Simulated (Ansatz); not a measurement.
# Geometry relaxation, with input and output: Sn

System: Sn (P6₃/mmc, 12 atoms in the cell).
Method: DFT PBE, scalar-relativistic, plane waves, PAW (Ansatz 0.2.0).

The structure was built on a prototype by a generator; it need not be a known phase. The run did not end well. It belongs to a series of runs on one base structure; here: stacking ABCACB. Figures and captions count atoms from 1; the log counts them from 0 in places.

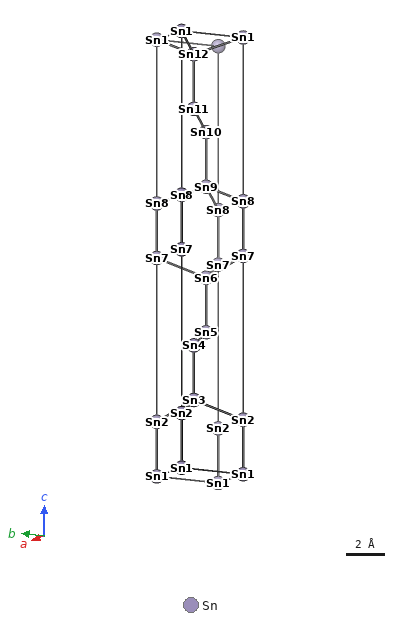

Fig. 1: The starting structure (ball-and-stick view of the cell of the calculation, seen at an oblique angle; atoms are numbered from 1 in the order of the input). Near neighbours in the crystal (not all of them lie inside the picture): Sn has 4 Sn at 2.88 to 2.89 Å.

### Outcome

```json
{"quantity": "outcome", "value": "stopped at the time limit"}
{"quantity": "space group (tolerance 0.01 Å)", "value": "P6₃/mmc (194)"}
{"quantity": "final cell", "value": "a = 4.707 Å, b = 4.707 Å, c = 23.016 Å, α = 90.00°, β = 90.00°, γ = 120.00°"}
{"quantity": "hardware", "value": "1 thread of Arm Neoverse V2, 112 GiB of memory available, shared host"}
{"quantity": "wall time", "value": "5.9 min"}
{"quantity": "peak memory", "value": "1.3 GiB"}
```

### What went wrong

The run was cut off by its time limit, so the output is incomplete.

### Input file
```yaml
crystal:
  lattice:
    - [4.6914700406, 0.0, 0.0]
    - [-2.3457350203, 4.0629322363, 0.0]
    - [0.0, 0.0, 23.1327925674]
  atoms:
    - { symbol: Sn, position: [0.0, 0.0, 0.0] }
    - { symbol: Sn, position: [0.0, 0.0, 0.125] }
    - { symbol: Sn, position: [0.3333333333, 0.6666666667, 0.1666666667] }
    - { symbol: Sn, position: [0.3333333333, 0.6666666667, 0.2916666667] }
    - { symbol: Sn, position: [0.6666666667, 0.3333333333, 0.3333333333] }
    - { symbol: Sn, position: [0.6666666667, 0.3333333333, 0.4583333333] }
    - { symbol: Sn, position: [0.0, 0.0, 0.5] }
    - { symbol: Sn, position: [0.0, 0.0, 0.625] }
    - { symbol: Sn, position: [0.6666666667, 0.3333333333, 0.6666666667] }
    - { symbol: Sn, position: [0.6666666667, 0.3333333333, 0.7916666667] }
    - { symbol: Sn, position: [0.3333333333, 0.6666666667, 0.8333333333] }
    - { symbol: Sn, position: [0.3333333333, 0.6666666667, 0.9583333333] }
basis:
  ecutwfc: 420
kpoints:
  mp_grid: { grid: [12, 12, 2] }
hamiltonian:
  xc: pbe
scf:
  occupations: { method: gaussian, width: 0.1 }
output:
  forces: true
  stress: true
  eigenvalues: true
  populations: true
  write_density: true
  write_potential: true
  elf: true
  volumetric_format: npy
relax:
  adjacent_minimum: "off"
  f_tol: 0.01
  max_steps: 45
  cell: { stress_tol: 0.05 }
```

Command:
```bash
ansatz run input.yaml --threads 1 --pin off --max-ram 2560MiB --backend cpu --events-out ev --progress --plain --runs-dir out
```

### Output
```
Engine: ansatz 0.2.0, aarch64-unknown-linux-gnu
Pseudopotentials: kind: paw
Pseudopotential: Sn, paw, valence charge 14, recommended cutoff 420 eV (normal), Sn.paw.azcp
Functional definition: PBE
  parameter kappa = 0.804
  parameter beta = 0.06672455060314922
  exchange = pbe_x(kappa = kappa, mu = beta*pi^2/3)
  correlation = pbe_c(beta = beta)
Crystal: 12 atoms, lattice volume = 440.937 Å³
Basis set: ecut = 420 eV, 8651 PW (Γ), exchange–correlation on 64×64×320 points (8 copies of the dense FFT grid, shifted against one another)
Bands: 101, of which v1, the nominal top of the filled ones, is band 84 counted from 1 (83 counted from 0)
Symmetry: 24 space group operations
Space group: P63/mmc (ITA 194), of the structure as read, at distance tolerance 7.6e-5 Å
k-points: 38 of 288
Non-local potential: Sn, projectors of the file, l = 0: 2, l = 1: 2, l = 2: 2, l = 3: 2
PAW form: soft (Blöchl's): semilocal exchange-correlation on the pseudo side does not see the compensation charge
PAW one-centre angular grid: Sn, 590 points (default); XC on 64 Gauss nodes
Initial density: superposition of atomic densities (neutral atoms: chi_scale 0, normalization atom), corrected by the library's trained network
Initial wavefunctions: pseudopotential atomic-orbital guess
Functional: x = pbe(κ = 0.804, μ = 0.2195149727645171), c = pbe(β = 0.06672455060314922)
SCF iter   1: F=—  HF=-72290.481548 eV  |F-HF|=—  |Δ(HF+E_count)|=         —  Δρ=7.98e-4  dr2=7.32e-3  ethr=1.77e-3  ⟨swp⟩=6.2  Hψ=16341  notcnv=0
preconditioner: auto → LDOS  [metal: Δε(μ)=0.071 eV  Ē_g=19.136 eV  σ=0.100 eV  W_gap=0.39  n_scr=94 (ndim 8)  ℏωp=22.9 eV  f_vac=0.115  D(μ)=0.68/eV (n_scr^D=2)  β→1.0]
SCF iter   2: F=—  HF=-72290.481787 eV  |F-HF|=—  |Δ(HF+E_count)|=   2.38e-4  Δρ=6.45e-4  dr2=1.59e-2  ethr=4.35e-6  ⟨swp⟩=2.6  Hψ=7767  notcnv=0  defer=8
SCF iter   3: F=—  HF=-72290.480739 eV  |F-HF|=—  |Δ(HF+E_count)|=   1.05e-3  Δρ=4.66e-4  dr2=1.06e-2  ethr=4.35e-6  ⟨swp⟩=2.6  Hψ=6637  notcnv=0  defer=8
SCF iter   4: F=—  HF=-72290.479377 eV  |F-HF|=—  |Δ(HF+E_count)|=   1.36e-3  Δρ=2.21e-4  dr2=1.67e-3  ethr=4.35e-6  ⟨swp⟩=2.0  Hψ=3979  notcnv=0  defer=8
SCF iter   5: F=—  HF=-72290.479107 eV  |F-HF|=—  |Δ(HF+E_count)|=   2.70e-4  Δρ=4.67e-5  dr2=8.30e-5  ethr=9.97e-7  ⟨swp⟩=2.0  Hψ=4057  notcnv=0  defer=8
SCF iter   6: F=—  HF=-72290.479134 eV  |F-HF|=—  |Δ(HF+E_count)|=   2.66e-5  Δρ=9.90e-6  dr2=9.85e-7  ethr=4.94e-8  ⟨swp⟩=2.0  Hψ=4588  notcnv=0  defer=8
SCF iter   7: F=-72290.479134 eV  HF=-72290.479134 eV  |F-HF|=3.26e-8  |Δ(HF+E_count)|=   3.78e-8  Δρ=3.60e-6  dr2=5.49e-8  ethr=5.95e-11  ⟨swp⟩=14.3  Hψ=32814  notcnv=0
SCF 1 converged in 7 iterations: F = -72290.479134 eV  dr2 = 5.49e-8
  greatest PAW one-centre occupation: 0.990 electrons in one spin orbital (limit 2), on the Sn atom at site 6 (counted from 0), in its partial waves of l = 2
relax step   1: F+E_penalty+E_count = -72290.47913368 eV  Δ(F+E_penalty+E_count) = +0.000e0 eV  max|allowed force component| = 7.687e-2 eV/Å  Δτ_max = 0.0000 Å  P = +0.034 GPa  Ω = 440.937 Å³  (7 SCF iters, dr2 threshold 1.00e-7 eV, accepted)
Crystal: 12 atoms, lattice volume = 441.563 Å³
Initial density: handed on by an earlier stage of this run
Initial wavefunctions: those handed on with the density
iter 1 solved again at ethr=1.64e-6 eV; its pass at ethr=3.10e-3 eV (dr2=2.75e-3 eV) is discarded
SCF iter   1: F=—  HF=-72290.477868 eV  |F-HF|=—  |Δ(HF+E_count)|=         —  Δρ=9.22e-4  dr2=2.75e-3  ethr=1.64e-6  ⟨swp⟩=2.7  Hψ=19266  notcnv=0
preconditioner: auto → LDOS  [metal: Δε(μ)=0.031 eV  Ē_g=19.154 eV  σ=0.100 eV  W_gap=0.17  n_scr=94 (ndim 8)  ℏωp=22.9 eV  f_vac=0.107  D(μ)=0.71/eV (n_scr^D=2)  β→1.0]
SCF iter   2: F=—  HF=-72290.478957 eV  |F-HF|=—  |Δ(HF+E_count)|=   1.09e-3  Δρ=5.52e-4  dr2=6.92e-3  ethr=1.64e-6  ⟨swp⟩=2.5  Hψ=7186  notcnv=0  recentre
SCF iter   3: F=—  HF=-72290.477710 eV  |F-HF|=—  |Δ(HF+E_count)|=   1.25e-3  Δρ=3.61e-4  dr2=1.44e-3  ethr=1.64e-6  ⟨swp⟩=2.3  Hψ=7083  notcnv=0
SCF iter   4: F=—  HF=-72290.477518 eV  |F-HF|=—  |Δ(HF+E_count)|=   1.92e-4  Δρ=4.44e-5  dr2=1.29e-5  ethr=8.58e-7  ⟨swp⟩=2.1  Hψ=4577  notcnv=0
SCF iter   5: F=—  HF=-72290.477585 eV  |F-HF|=—  |Δ(HF+E_count)|=   6.77e-5  Δρ=1.10e-5  dr2=4.54e-7  ethr=7.66e-9  ⟨swp⟩=3.1  Hψ=7573  notcnv=0
SCF iter   6: F=-72290.477586 eV  HF=-72290.477586 eV  |F-HF|=6.10e-9  |Δ(HF+E_count)|=   2.66e-7  Δρ=2.27e-6  dr2=2.47e-8  ethr=2.20e-10  ⟨swp⟩=13.4  Hψ=28085  notcnv=0
SCF 2 converged in 6 iterations: F = -72290.477586 eV  dr2 = 2.47e-8
  greatest PAW one-centre occupation: 0.990 electrons in one spin orbital (limit 2), on the Sn atom at site 7 (counted from 0), in its partial waves of l = 2
relax step   2: F+E_penalty+E_count = -72290.47758575 eV  Δ(F+E_penalty+E_count) = +1.548e-3 eV  max|allowed force component| = 1.104e-1 eV/Å  Δτ_max = 0.0232 Å  P = -0.008 GPa  Ω = 441.563 Å³  energy of the carried Pulay correction = -9.035e-5 eV  (6 SCF iters, dr2 threshold 3.69e-7 eV, rejected (line search))
Crystal: 12 atoms, lattice volume = 441.333 Å³
iter 1 solved again at ethr=5.61e-7 eV; its pass at ethr=3.10e-3 eV (dr2=9.43e-4 eV) is discarded
SCF iter   1: F=—  HF=-72290.482893 eV  |F-HF|=—  |Δ(HF+E_count)|=         —  Δρ=6.01e-4  dr2=1.10e-3  ethr=5.61e-7  ⟨swp⟩=3.0  Hψ=18879  notcnv=0
preconditioner: auto → LDOS  [metal: Δε(μ)=0.061 eV  Ē_g=19.155 eV  σ=0.100 eV  W_gap=0.34  n_scr=94 (ndim 8)  ℏωp=22.9 eV  f_vac=0.106  D(μ)=0.68/eV (n_scr^D=2)  β→1.0]
SCF iter   2: F=—  HF=-72290.483252 eV  |F-HF|=—  |Δ(HF+E_count)|=   3.59e-4  Δρ=3.37e-4  dr2=2.20e-3  ethr=5.61e-7  ⟨swp⟩=2.7  Hψ=7235  notcnv=0
SCF iter   3: F=—  HF=-72290.482851 eV  |F-HF|=—  |Δ(HF+E_count)|=   4.01e-4  Δρ=1.42e-4  dr2=6.95e-4  ethr=5.61e-7  ⟨swp⟩=2.4  Hψ=7138  notcnv=0
SCF iter   4: F=—  HF=-72290.482755 eV  |F-HF|=—  |Δ(HF+E_count)|=   9.64e-5  Δρ=5.29e-5  dr2=3.45e-5  ethr=4.13e-7  ⟨swp⟩=2.0  Hψ=4147  notcnv=0
SCF iter   5: F=—  HF=-72290.482746 eV  |F-HF|=—  |Δ(HF+E_count)|=   8.19e-6  Δρ=1.01e-5  dr2=8.80e-7  ethr=2.05e-8  ⟨swp⟩=3.0  Hψ=7262  notcnv=0
SCF iter   6: F=—  HF=-72290.482808 eV  |F-HF|=—  |Δ(HF+E_count)|=   6.17e-5  Δρ=1.86e-6  dr2=2.52e-8  ethr=5.24e-10  ⟨swp⟩=2.9  Hψ=7398  notcnv=0
SCF iter   7: F=—  HF=-72290.482808 eV  |F-HF|=—  |Δ(HF+E_count)|=   2.12e-9  Δρ=4.25e-7  dr2=8.39e-10  ethr=1.50e-11  ⟨swp⟩=2.3  Hψ=7004  notcnv=0
```

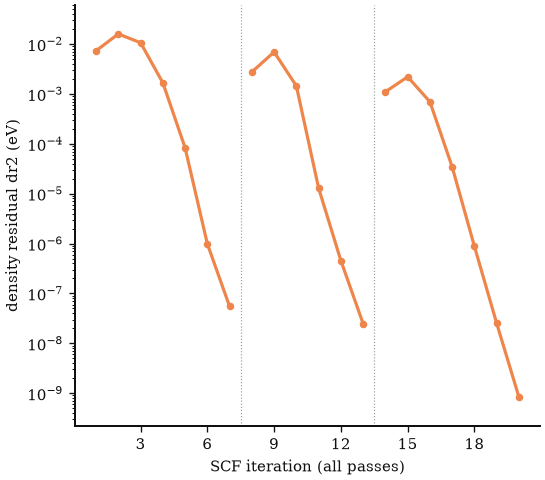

Fig. 2: Convergence of the self-consistent field: density residual dr2 against the SCF iteration. Dotted lines part the SCF passes that the log prints in full.

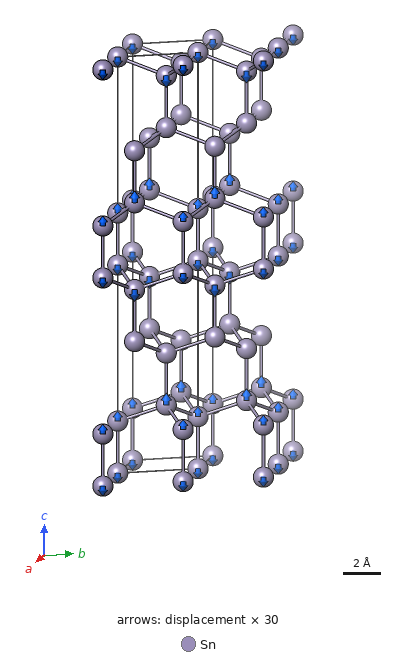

Fig. 3: The starting structure with the displacements (without the part carried along by the change of the cell) as blue arrows, magnified 30 times (ball-and-stick view of the cell of the calculation, repeated 2 × 2 × 1, seen slightly off an axis). The run was cut off at its time limit before the relaxation converged, so the last structure is only a point on the way. The energy rises by 0.1 meV per atom in 1 geometry step. Largest force component: 0.077 eV/Å at the start, 0.11 eV/Å at the end. Pressure: 0.03 GPa at the start and −0.01 GPa at the end. The line search rejected the trial step at point 1 (counted from 0) and went back. The largest moves relative to the cell, 0.023 Å, are those of Sn3, Sn6, Sn9 and Sn12. The volume changes by +0.1 %, with a = b 4.691 → 4.707 Å (+0.3 %), c 23.133 → 23.016 Å (−0.5 %). Among the contacts that change: Sn11–Sn12 2.892 → 2.857 Å, Sn1–Sn2 2.892 → 2.915 Å, Sn10–Sn11 2.875 → 2.880 Å. The space group stays P6_3/mmc (No. 194). (Atoms are counted from 1 in the order of the input.)

### Trajectory as extended XYZ (Å, eV, eV/Å), 2 frames, from step=1 to step=2
```
12
Lattice="4.6915 0.0000 0.0000 -2.3457 4.0629 0.0000 0.0000 0.0000 23.1328" Properties=species:S:1:pos:R:3:forces:R:3 step=1 energy=-72290.47913 pressure_GPa=0.03
Sn    0.0000    0.0000    0.0000    0.0000   0.0000  -0.0312
Sn    0.0000    0.0000    2.8916    0.0000   0.0000   0.0312
Sn    0.0000    2.7086    3.8555    0.0000   0.0000   0.0769
Sn    0.0000    2.7086    6.7471    0.0000   0.0000  -0.0638
Sn    2.3457    1.3543    7.7109    0.0000   0.0000   0.0638
Sn    2.3457    1.3543   10.6025    0.0000   0.0000  -0.0769
Sn    0.0000    0.0000   11.5664    0.0000   0.0000  -0.0312
Sn    0.0000    0.0000   14.4580    0.0000   0.0000   0.0312
Sn    2.3457    1.3543   15.4219    0.0000   0.0000   0.0769
Sn    2.3457    1.3543   18.3135    0.0000   0.0000  -0.0638
Sn    0.0000    2.7086   19.2773    0.0000   0.0000   0.0638
Sn    0.0000    2.7086   22.1689    0.0000   0.0000  -0.0769
12
Lattice="4.7067 0.0000 0.0000 -2.3534 4.0761 0.0000 0.0000 0.0000 23.0158" Properties=species:S:1:pos:R:3:forces:R:3 step=2 energy=-72290.47759 pressure_GPa=-0.01 accepted=F
Sn    0.0000    0.0000   -0.0192    0.0000   0.0000   0.0566
Sn    0.0000    0.0000    2.8962    0.0000   0.0000  -0.0566
Sn    0.0000    2.7174    3.8590    0.0000   0.0000  -0.1104
Sn    0.0000    2.7174    6.7157    0.0000   0.0000   0.0725
Sn    2.3534    1.3587    7.6692    0.0000   0.0000  -0.0725
Sn    2.3534    1.3587   10.5258    0.0000   0.0000   0.1104
Sn    0.0000    0.0000   11.4887    0.0000   0.0000   0.0566
Sn    0.0000    0.0000   14.4041    0.0000   0.0000  -0.0566
Sn    2.3534    1.3587   15.3669    0.0000   0.0000  -0.1104
Sn    2.3534    1.3587   18.2236    0.0000   0.0000   0.0725
Sn    0.0000    2.7174   19.1771    0.0000   0.0000  -0.0725
Sn    0.0000    2.7174   22.0337    0.0000   0.0000   0.1104
```
